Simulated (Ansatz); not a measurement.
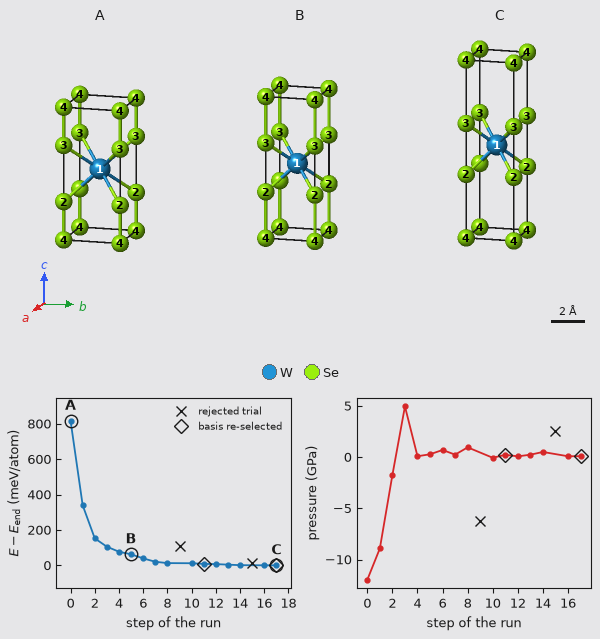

Frames of a relaxation of crystalline WSe3 (a generated structure, set up in P4/mmm) (coarse preliminary run), marked on the history of the run. A ball-and-stick model of the cell of the calculation, seen slightly off an axis.

Method: DFT PBE, scalar-relativistic, plane waves, PAW (Ansatz). Set-up: plane-wave cutoff 420 eV; k-point mesh 6 × 6 × 2; occupations gaussian; smearing width 0.1 eV; no spin polarisation; cell and atoms relaxed; force threshold 0.04 eV/Å; at most 70 steps.

### What happens along the run?

The largest moves relative to the cell, 0.77 Å, are those of Se2 and Se3. Se3 goes along −c. W stays in place. The volume changes by −4.8 %, with a = b 3.577 → 3.014 Å (−15.7 %), c 8.297 → 11.129 Å (+34.1 %). Among the contacts that change: Se2–Se4 2.393 → 3.976 Å, W1–W1 3.577 → 3.014 Å, Se2–Se2 3.577 → 3.014 Å, W1–Se2 3.079 → 2.659 Å. Bonds break: Se2–Se4 (2.39 → 3.98 Å), Se3–Se4 (2.39 → 3.98 Å). Bond angles that change, for instance: W1–Se2–W1 110.5° → 106.6°. The space group stays P4/mmm (No. 123). The energy falls by 816 meV per atom in 13 accepted moves (17 points after the start). The largest force component goes from 3.2 to 0.0093 eV/Å. Pressure: −11.98 GPa at the start and 0.09 GPa at the end. The line search rejected the trial steps at points 9, 15 of the run. The SCF was repeated twice at an unchanged geometry on a basis and grid sized afresh for the cell, which shifted the energy by 3.8 meV per atom at most. From step 0 to 5: Se atoms move most (0.35 Å), volume −19.1 %, energy −754 meV per atom. From step 5 to 17: Se atoms move most (0.33 Å), volume +17.7 %, energy −62.2 meV per atom.

Limits of the set-up: the k-point mesh is coarse for a cell with partly filled bands.
